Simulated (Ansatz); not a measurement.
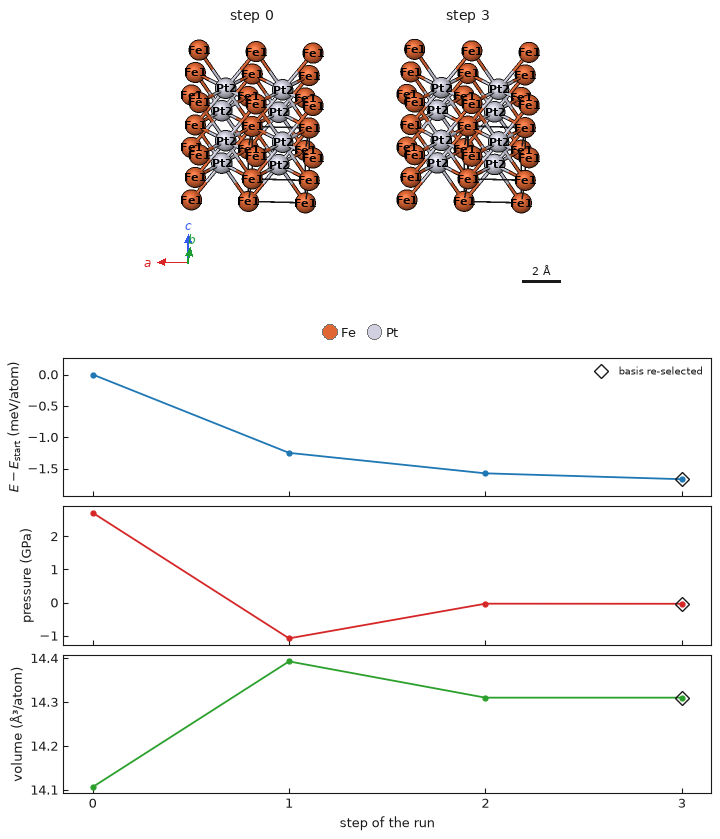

First and last geometry of a relaxation of a crystal of FePt (built on the caesium chloride_221 type), with the history of the run. Style: ball-and-stick. Shown: the cell of the calculation, repeated 2 × 2 × 2 with one cell outlined, from a free direction.

Case: caesium chloride type (Pm-3m, No. 221).

Method: DFT PBE, scalar-relativistic, plane waves, PAW (Ansatz).

Input file:
```yaml
crystal:
  lattice:
    - [3.0442566564, 0.0, 0.0]
    - [0.0, 3.0442566564, 0.0]
    - [0.0, 0.0, 3.0442566564]
  atoms:
    - { symbol: Fe, position: [0.0, 0.0, 0.0], spin: 3.43 }
    - { symbol: Pt, position: [0.5, 0.5, 0.5], spin: 0.43 }
basis:
  ecutwfc: 420
kpoints:
  mp_grid: { grid: [18, 18, 18] }
hamiltonian:
  xc: pbe
scf:
  occupations: { method: gaussian, width: 0.1 }
output:
  forces: true
  stress: true
  eigenvalues: true
  populations: true
magnetization:
  spin_polarized: true
relax:
  adjacent_minimum: "off"
  f_tol: 0.01
  max_steps: 80
  cell: { stress_tol: 0.05 }
```

Command:
```bash
ansatz run input.yaml --threads 1 --pin off --max-ram 2560MiB --backend cpu --events-out ev --progress --plain --runs-dir out
```

**Read the history and describe the run.**

It converged. The atoms keep their places relative to the cell (all moves are under 0.005 Å). The volume changes by +1.4 %, with a = b = c 3.044 → 3.059 Å (+0.5 %). Among the contacts that change: Fe1–Pt2 2.636 → 2.649 Å. The space group stays Pm-3m (No. 221). After 2 accepted moves (3 points after the start) the energy has fallen by 1.7 meV per atom. All forces vanish by symmetry, so only the cell relaxes. Pressure: 2.71 GPa at the start and −0.03 GPa at the end. The SCF was repeated once at an unchanged geometry on a basis and grid sized afresh for the cell, which shifted the energy by 0.1 meV per atom at most. Cost: 42 s on 1 thread of Intel(R) Xeon(R) 6975P-C (Granite Rapids), on a shared host, peak memory 0.58 GiB.
